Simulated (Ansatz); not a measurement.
# WS (slab): what the fields show

Input

```
crystal:
  lattice:
    - [3.147606803, 0.0, 0.0]
    - [-1.5738034015, 2.7259074525, 0.0]
    - [0.0, 0.0, 21.3704647731]
  atoms:
    - { symbol: W, position: [0.6666666667, 0.3333333333, 0.3509516559] }
    - { symbol: S, position: [0.3333333333, 0.6666666667, 0.4242547148] }
    - { symbol: S, position: [0.0, 0.0, 0.5757284793] }
    - { symbol: W, position: [0.3333333333, 0.6666666667, 0.6490483441] }
basis:
  ecutwfc: 420
kpoints:
  mp_grid: { grid: [9, 9, 1] }
hamiltonian:
  xc: pbesol
scf:
  occupations: { method: gaussian, width: 0.05 }
output:
  forces: true
  stress: true
  eigenvalues: true
  write_density: true
  write_potential: true
  elf: true
  volumetric_format: npy
efield:
  axis: 3
  dipole_correction: true
  ramp_width: 0.04
```

Launched as:

```sh
ansatz run input.yaml --threads 1 --pin off --max-ram 2560MiB --backend cpu --events-out ev --progress --plain --runs-dir out
```

Not relaxed (largest force 0.8 eV/Å).

Computed with Ansatz, DFT PBEsol, scalar-relativistic, plane waves, PAW.

Core electrons are frozen (PAW), and the valence fields are smoothed inside the atomic spheres.

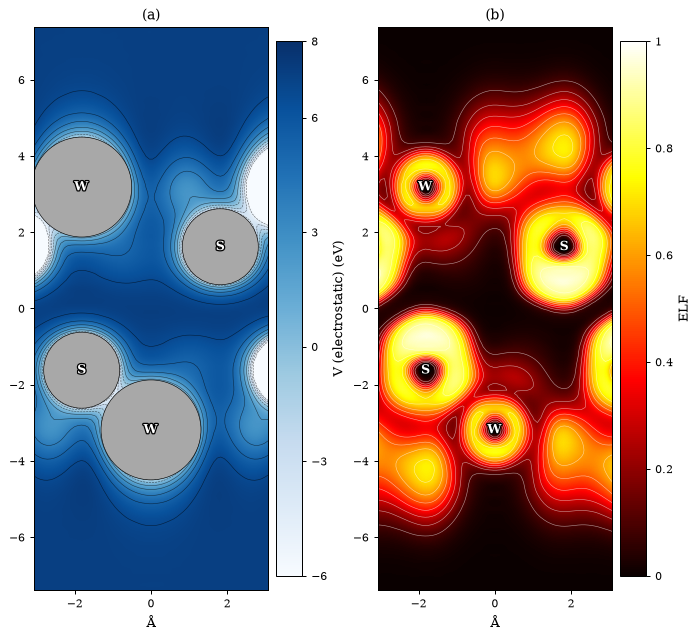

Figure 1. (a) electrostatic potential energy of an electron; (b) electron localisation function on the (110) plane of the calculation cell, a cut from vacuum to vacuum. Grey discs cover the atomic cores in the potential map.

What does the map show?

Answer. The section cuts through W and S sites. W–S (2.40 Å): the ELF peaks at about 0.85 in the valence shell of S, 0.8 Å from its nucleus, and is about 0.45 at the midpoint. The features right at W lie inside the PAW spheres, where the map follows smoothed inner orbitals and isn't to be read closely. Outside the cores the potential energy rises away from the atoms and is highest in the vacuum; its zero is arbitrary.

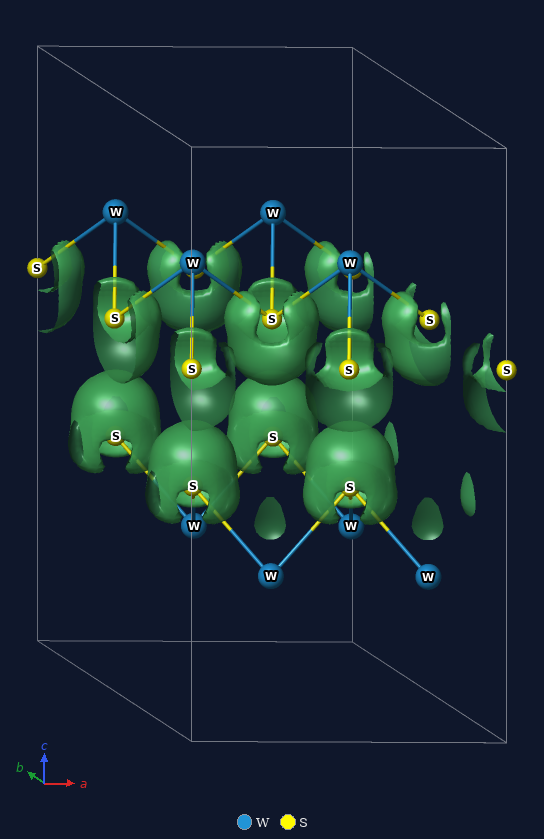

Figure 2. Isosurface of the electron localisation function at 0.8 (green), seen at an oblique angle. Only the valence region is drawn (cores and ρ < 0.01 e/Å³ removed). Sticks mark near contacts.

What do the ELF domains correspond to?

Answer. At this value the surface marks out two regions wrapped around S (the valence shell of each), counted in one cell of 4 atoms. Counts are for one cell; the picture repeats the cell along the surface.
